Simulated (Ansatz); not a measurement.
The structure in question:

```
Mo S
1.0
     3.14953    0.00000    0.00000
    -1.57476    2.72757    0.00000
     0.00000    0.00000    6.64746
Mo S
1 2
Cartesian
  0.0000 0.0000 0.0000
  0.0000 1.8184 1.5668
  0.0000 1.8184 5.0807
```

### What does this file describe?

The compound is MoS$_{2}$. Its lattice is primitive hexagonal, its space group P-6m2 (No. 187). With Z = 1, the cell contains 1 Mo, 2 S. The coordination shell of Mo holds six S in a trigonal prismatic arrangement at 2.40 Å. Around each S lie three Mo in a trigonal pyramidal arrangement at 2.40 Å. Not all metal-metal contacts are counted. The bonds build MoS2 layers parallel to (001).

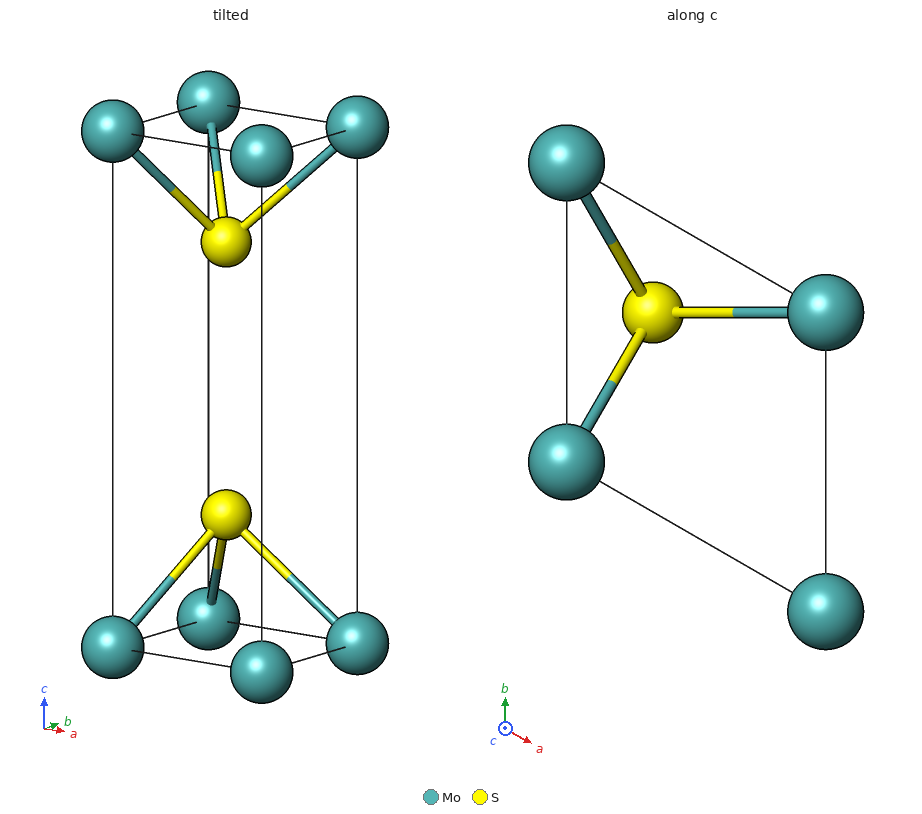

Shown here is a ball-and-stick view of the crystal, taken slightly off an axis and along the c axis. The conventional unit cell is outlined; an atom on or near a face, edge or corner is repeated at each equivalent position. Colours: molybdenum teal, sulfur yellow.

The structure was taken from a structure listed in the Materials Project. Earlier steps of the study, as a rule a relaxation of our own, may have changed the cell and positions, so they can lie some per cent off the listed ones. Ansatz was used for an electronic-structure calculation on it.
